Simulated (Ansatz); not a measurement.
# Run report: Mo12Si, geometry relaxation (part 2 of 2)

Mo12Si (slab, 13 atoms in the cell); DFT PBE, scalar-relativistic, plane waves, PAW, no spin polarisation (Ansatz 0.2.0); cutoff 420 eV, 5×5×1 k-mesh, Gaussian smearing of 0.1 eV. The structure derives from an entry of the Crystallography Open Database. The input holds or restrains some coordinates.

Geometry of the input (Å; fractional positions):
```
5.4740  0.0000  0.0000
-1.8247  5.1610  0.0000
0.0000  0.0000  19.8082
Mo 0.2500  0.2500  0.2019
Mo 0.2500  0.7500  0.2019
Mo 0.7500  0.2500  0.2019
Mo 0.7500  0.7500  0.2019
Mo 0.0000  0.0000  0.3107
Mo 0.0000  0.5000  0.3107
Mo 0.5000  0.0000  0.3107
Mo 0.5000  0.5000  0.3107
Mo 0.2500  0.2500  0.4194
Mo 0.2500  0.7500  0.4194
Mo 0.7500  0.2500  0.4194
Mo 0.7500  0.7500  0.4194
Si 0.2500  0.5000  0.5156
```

## Output, continued
```
--- Band table (eV; the first three rows and the last of 13) ---
  k-point 0: bands = ["-56.8947", "-56.7154", "-56.7153", "-56.6548", "-56.6383", "-56.5916", "-56.5134", "-56.5132", "-56.5131", "-56.4087", "-56.3752", "-56.2705", "-31.5654", "-31.5653", "-31.5376", "-31.4127", "-31.3665", "-31.3663", "-31.1695", "-31.1087", "-31.0984", "-31.0902", "-31.0484", "-31.0362", "-30.7909", "-30.6717", "-30.6657", "-30.6610", "-30.6457", "-30.5997", "-30.5940", "-30.5905", "-30.5868", "-30.5284", "-30.5161", "-30.2907", "-30.2842", "-30.2733", "-30.2127", "-30.2023", "-30.1822", "-30.1471", "-30.1374", "-30.1003", "-30.0483", "-30.0446", "-30.0337", "-29.9560", "-2.9573", "-1.8272", "-0.7680", "-0.6794", "-0.5159", "-0.4896", "-0.4840", "-0.3334", "-0.3197", "-0.3061", "-0.1154", "0.3694", "0.7336", "0.7438", "1.1377", "1.1850", "1.2438", "1.3751", "1.3761", "1.5454", "1.5652", "1.6659", "1.8070", "2.1492", "2.8822", "2.9129", "3.0822", "3.2458", "3.3653", "3.4766", "3.9045", "3.9133", "4.1358", "4.1890", "4.5308", "4.5628", "5.2709", "5.4701", "5.5887", "5.6549", "5.6579", "5.7456", "5.8100", "5.8582", "5.8715", "5.9154", "6.0114", "6.0214", "6.0376", "6.0898", "6.1269", "6.2126", "6.3177", "6.3803", "6.5674", "6.6543"]
  k-point 1: bands = ["-56.8787", "-56.7339", "-56.7100", "-56.6609", "-56.6262", "-56.5833", "-56.5253", "-56.5196", "-56.5031", "-56.4186", "-56.3653", "-56.2806", "-31.5345", "-31.4839", "-31.4819", "-31.3844", "-31.3373", "-31.3167", "-31.1339", "-31.1233", "-31.0868", "-31.0407", "-31.0247", "-30.9791", "-30.8513", "-30.7469", "-30.7186", "-30.6626", "-30.6549", "-30.6342", "-30.5760", "-30.5737", "-30.5248", "-30.5004", "-30.4449", "-30.3592", "-30.3411", "-30.2875", "-30.2826", "-30.2294", "-30.1988", "-30.1703", "-30.1578", "-30.1256", "-30.0841", "-30.0674", "-30.0480", "-30.0170", "-2.8202", "-1.5845", "-0.4997", "-0.4020", "-0.3795", "-0.3130", "-0.2437", "-0.1544", "-0.1142", "-0.0745", "0.0769", "0.6440", "0.7421", "1.0767", "1.2133", "1.3290", "1.3883", "1.4445", "1.4705", "1.4858", "1.5979", "1.8060", "2.0229", "2.1967", "2.5977", "2.7347", "2.8558", "2.8837", "3.2168", "3.4069", "3.6389", "3.7431", "3.8941", "3.9995", "4.2318", "4.3570", "4.5968", "4.9853", "5.0654", "5.1572", "5.2426", "5.5105", "5.5741", "5.6217", "5.7053", "5.7922", "5.8309", "5.9370", "5.9662", "6.0559", "6.1017", "6.1462", "6.2238", "6.2818", "6.4317", "6.5665"]
  k-point 2: bands = ["-56.8357", "-56.7807", "-56.6955", "-56.6766", "-56.5949", "-56.5622", "-56.5564", "-56.5378", "-56.4770", "-56.4447", "-56.3394", "-56.3070", "-31.4570", "-31.4035", "-31.3142", "-31.2761", "-31.2626", "-31.2584", "-31.1702", "-31.1460", "-31.0865", "-31.0238", "-30.9311", "-30.8795", "-30.8086", "-30.7755", "-30.7724", "-30.7361", "-30.6157", "-30.5838", "-30.5831", "-30.5543", "-30.5510", "-30.5038", "-30.4778", "-30.4215", "-30.4160", "-30.3425", "-30.3377", "-30.3183", "-30.3157", "-30.2297", "-30.2191", "-30.2047", "-30.1061", "-30.0930", "-30.0502", "-30.0491", "-2.6028", "-0.9663", "-0.4253", "0.0544", "0.1866", "0.2278", "0.2402", "0.2855", "0.3579", "0.4642", "0.5261", "0.6723", "1.1406", "1.3115", "1.3342", "1.3852", "1.4421", "1.5171", "1.5623", "1.6615", "1.7252", "2.0606", "2.2008", "2.2463", "2.4942", "2.5345", "2.6358", "2.7482", "2.9065", "3.0968", "3.1583", "3.4426", "3.4585", "3.5125", "3.6301", "3.7398", "3.9452", "4.2867", "4.3812", "4.5474", "4.7049", "4.8527", "5.0767", "5.1627", "5.4322", "5.4503", "5.4542", "5.5356", "5.5813", "5.7693", "5.8755", "5.9594", "5.9909", "5.9984", "6.1015", "6.1761"]
  k-point 12: bands = ["-56.8376", "-56.7543", "-56.7026", "-56.6911", "-56.6044", "-56.5595", "-56.5370", "-56.5154", "-56.4875", "-56.4527", "-56.3760", "-56.2910", "-31.4361", "-31.3400", "-31.3152", "-31.3049", "-31.2476", "-31.2381", "-31.1542", "-31.0586", "-31.0167", "-30.9135", "-30.9093", "-30.8276", "-30.8118", "-30.8031", "-30.7215", "-30.6970", "-30.6554", "-30.6351", "-30.5914", "-30.5646", "-30.5498", "-30.5176", "-30.4836", "-30.4609", "-30.4184", "-30.3964", "-30.3390", "-30.3303", "-30.3142", "-30.2461", "-30.2368", "-30.2010", "-30.1972", "-30.1683", "-30.1587", "-30.0585", "-2.6513", "-0.9542", "-0.0821", "-0.0371", "0.1712", "0.1912", "0.2219", "0.3531", "0.3933", "0.4087", "0.5708", "0.8114", "1.1749", "1.3213", "1.3430", "1.5445", "1.6113", "1.6529", "1.7055", "1.7825", "1.8167", "2.2479", "2.3389", "2.3907", "2.5739", "2.7104", "2.8067", "2.9451", "3.0397", "3.1945", "3.2941", "3.5177", "3.6129", "3.6839", "3.7759", "4.0061", "4.0867", "4.1124", "4.2500", "4.3822", "4.5490", "4.6905", "4.7479", "4.8156", "4.8576", "4.9631", "5.2675", "5.2846", "5.3171", "5.7582", "5.8775", "5.9686", "6.0292", "6.1866", "6.3314", "6.4510"]
--- Relaxed structure (4 steps of the walk, 4 accepted, 0 SCFs on fresh bases) ---
  F+E_penalty+E_count = -60098.00776244 eV   max|allowed force component| = 1.236e-2 eV/Å
  atoms:
    - { symbol: Mo, position: [0.25, 0.24999999999999994, 0.20193642459999997] }
    - { symbol: Mo, position: [0.24999999999999997, 0.7499999999999998, 0.20193642459999997] }
    - { symbol: Mo, position: [0.75, 0.24999999999999994, 0.20193642459999997] }
    - { symbol: Mo, position: [0.75, 0.7499999999999998, 0.20193642459999997] }
    - { symbol: Mo, position: [0.0, 0.0, 0.310687262] }
    - { symbol: Mo, position: [-2.7755575615628914e-17, 0.4999999999999999, 0.310687262] }
    - { symbol: Mo, position: [0.5, 0.0, 0.310687262] }
    - { symbol: Mo, position: [0.5, 0.4999999999999999, 0.310687262] }
    - { symbol: Mo, position: [0.25, 0.24999999999999994, 0.41943277919999994] }
    - { symbol: Mo, position: [0.24999999999999997, 0.7499999999999998, 0.41943277919999994] }
    - { symbol: Mo, position: [0.75, 0.24999999999999994, 0.41943277919999994] }
    - { symbol: Mo, position: [0.75, 0.7499999999999998, 0.41943277919999994] }
    - { symbol: Si, position: [0.24999999999999997, 0.4999999999999999, 0.5204604997864335] }
```

## Trajectory as extended XYZ (Å, eV, eV/Å), 4 frames, from step=1 to step=4
```
13
Lattice="5.4740 0.0000 0.0000 -1.8247 5.1610 0.0000 0.0000 0.0000 19.8082" Properties=species:S:1:pos:R:3:forces:R:3 step=1 energy=-60097.95162
Mo    0.9123    1.2902    4.0000    0.0634  -0.0110  -0.0414
Mo    0.0000    3.8707    4.0000   -0.0634   0.0110  -0.0414
Mo    3.6494    1.2902    4.0000    0.0130  -0.0468   0.1018
Mo    2.7370    3.8707    4.0000   -0.0130   0.0468   0.1018
Mo    0.0000    0.0000    6.1542   -0.1822  -0.1306  -0.2992
Mo   -0.9123    2.5805    6.1542   -0.2197  -0.2372  -0.3903
Mo    2.7370    0.0000    6.1542    0.1822   0.1306  -0.2992
Mo    1.8247    2.5805    6.1542    0.2197   0.2372  -0.3903
Mo    0.9123    1.2902    8.3082    0.0316  -1.0343  -0.3567
Mo    0.0000    3.8707    8.3082   -0.0316   1.0343  -0.3567
Mo    3.6494    1.2902    8.3082   -0.1820   0.1021   0.3694
Mo    2.7370    3.8707    8.3082    0.1820  -0.1021   0.3694
Si    0.4562    2.5805   10.2129    0.0000   0.0000   1.2330
13
Lattice="5.4740 0.0000 0.0000 -1.8247 5.1610 0.0000 0.0000 0.0000 19.8082" Properties=species:S:1:pos:R:3:forces:R:3 step=2 energy=-60098.00613
Mo    0.9123    1.2902    4.0000    0.0557  -0.0107  -0.0320
Mo    0.0000    3.8707    4.0000   -0.0557   0.0107  -0.0320
Mo    3.6494    1.2902    4.0000    0.0116  -0.0413   0.0995
Mo    2.7370    3.8707    4.0000   -0.0116   0.0413   0.0995
Mo    0.0000    0.0000    6.1542   -0.1637  -0.1050  -0.2922
Mo   -0.9123    2.5805    6.1542   -0.2114  -0.2141  -0.3665
Mo    2.7370    0.0000    6.1542    0.1637   0.1050  -0.2922
Mo    1.8247    2.5805    6.1542    0.2114   0.2141  -0.3665
Mo    0.9123    1.2902    8.3082   -0.0669  -0.7055   0.1091
Mo    0.0000    3.8707    8.3082    0.0669   0.7055   0.1091
Mo    3.6494    1.2902    8.3082   -0.1749   0.0841   0.3841
Mo    2.7370    3.8707    8.3082    0.1749  -0.0841   0.3841
Si    0.4562    2.5805   10.2914    0.0000   0.0000   0.1955
13
Lattice="5.4740 0.0000 0.0000 -1.8247 5.1610 0.0000 0.0000 0.0000 19.8082" Properties=species:S:1:pos:R:3:forces:R:3 step=3 energy=-60098.00776
Mo    0.9123    1.2902    4.0000    0.0537  -0.0110  -0.0293
Mo    0.0000    3.8707    4.0000   -0.0537   0.0110  -0.0293
Mo    3.6494    1.2902    4.0000    0.0114  -0.0404   0.0993
Mo    2.7370    3.8707    4.0000   -0.0114   0.0404   0.0993
Mo    0.0000    0.0000    6.1542   -0.1597  -0.0992  -0.2910
Mo   -0.9123    2.5805    6.1542   -0.2094  -0.2092  -0.3612
Mo    2.7370    0.0000    6.1542    0.1597   0.0992  -0.2910
Mo    1.8247    2.5805    6.1542    0.2094   0.2092  -0.3612
Mo    0.9123    1.2902    8.3082   -0.0848  -0.6430   0.2006
Mo    0.0000    3.8707    8.3082    0.0848   0.6430   0.2006
Mo    3.6494    1.2902    8.3082   -0.1730   0.0804   0.3876
Mo    2.7370    3.8707    8.3082    0.1730  -0.0804   0.3876
Si    0.4562    2.5805   10.3094    0.0000   0.0000  -0.0123
13
Lattice="5.4740 0.0000 0.0000 -1.8247 5.1610 0.0000 0.0000 0.0000 19.8082" Properties=species:S:1:pos:R:3:forces:R:3 step=4 energy=-60098.00776
Mo    0.9123    1.2902    4.0000    0.0537  -0.0110  -0.0293
Mo    0.0000    3.8707    4.0000   -0.0537   0.0110  -0.0293
Mo    3.6494    1.2902    4.0000    0.0113  -0.0404   0.0993
Mo    2.7370    3.8707    4.0000   -0.0113   0.0404   0.0993
Mo    0.0000    0.0000    6.1542   -0.1597  -0.0992  -0.2910
Mo   -0.9123    2.5805    6.1542   -0.2093  -0.2091  -0.3611
Mo    2.7370    0.0000    6.1542    0.1597   0.0992  -0.2910
Mo    1.8247    2.5805    6.1542    0.2093   0.2091  -0.3611
Mo    0.9123    1.2902    8.3082   -0.0848  -0.6430   0.2006
Mo    0.0000    3.8707    8.3082    0.0848   0.6430   0.2006
Mo    3.6494    1.2902    8.3082   -0.1730   0.0804   0.3876
Mo    2.7370    3.8707    8.3082    0.1730  -0.0804   0.3876
Si    0.4562    2.5805   10.3094    0.0000   0.0000  -0.0124
```

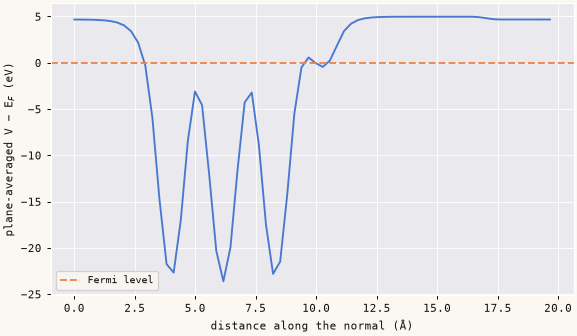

*Plane average of the electrostatic potential energy of an electron across the cell, from the Fermi level.*

The vacuum level lies 4.97 eV above the Fermi level on the upper side and 4.67 eV on the lower.

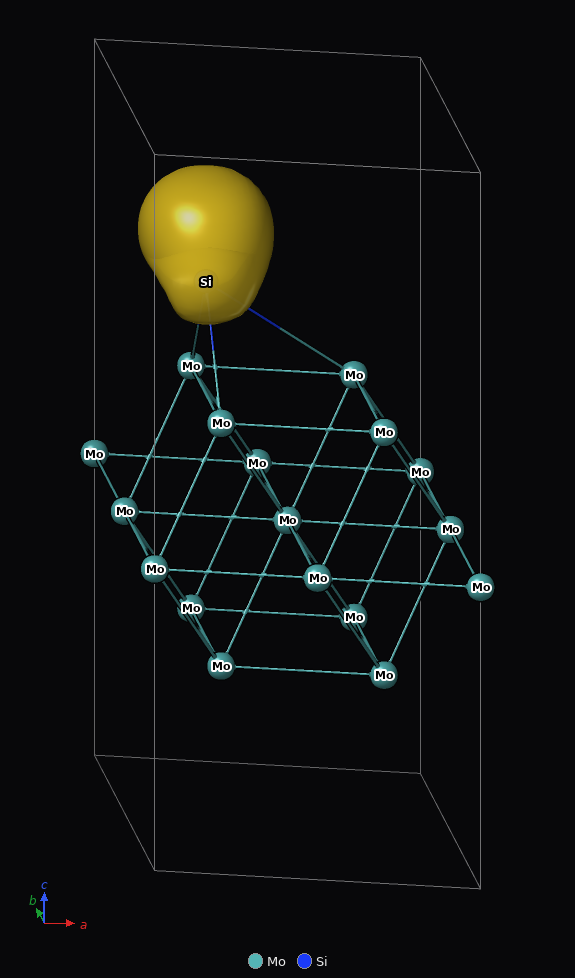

*Isosurface of the electron localisation function at 0.8 (yellow), seen at an oblique angle. Only the valence region is drawn (cores and ρ < 0.01 e/Å³ removed). Sticks mark near contacts.*

Counts are for one cell; the picture repeats the cell along the surface. Profiles from the grid: Si–Mo (2.42 Å): the ELF is about 0.45 at the midpoint. Mo–Mo (2.67 Å): the ELF is about 0.30 at the midpoint (no shared electron pair). In a PAW calculation such maps are meaningful between the atoms, not at the nuclei.

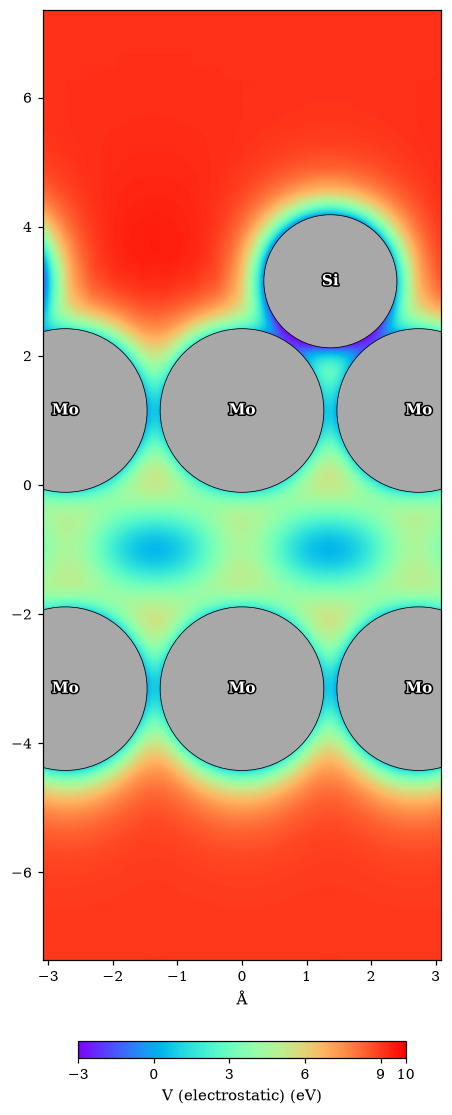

*Electrostatic potential (local pseudopotential plus Hartree) felt by an electron on the (100) plane of the calculation cell, a cut from vacuum to vacuum. Grey discs, where drawn, cover atomic cores.*

The section cuts through Mo and Si sites.

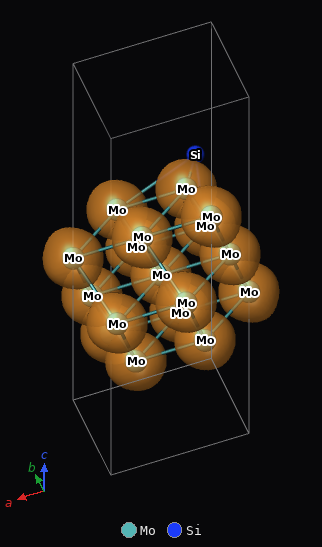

*Isosurface of the valence electron density at 0.6 e/Å³ (orange), seen at an oblique angle. Sticks mark near contacts.*

At this value the density breaks into separate islands; it holds about 70 % of the electrons treated as valence (semicore included). It is pinched off along the Si–Mo (2.42 Å), Mo–Mo (2.67 Å) and Mo–Mo (2.74 Å) contacts. On the grid the lowest density along these lines, outside the cores, is 0.51 e/Å³ (Si–Mo, 2.42 Å), 0.42 e/Å³ (Mo–Mo, 2.67 Å) and 0.38 e/Å³ (Mo–Mo, 2.74 Å).

## Summary

| quantity | value |
| --- | --- |
| outcome | converged under the restraints of the input |
| electrons treated | 172 |
| free energy | −60098.0078 eV |
| work function, top face | 4.97 eV |
| work function, bottom face | 4.67 eV |
| Fermi energy | 4.304 eV |
| gap on the k-point mesh | none (metallic) |
| final volume | 559.61 Å³ |
| work function (upper face) | 4.97 eV |
| largest force (length of the vector) at the end, held atoms and coordinates included | 0.679 eV/Å |
| wall time | 2.5 min (CPU time 9.9 min) |
| peak memory | 1.7 GiB |

## Remarks

Warnings of the run: the exchange-correlation potential is rough where the density is thin.
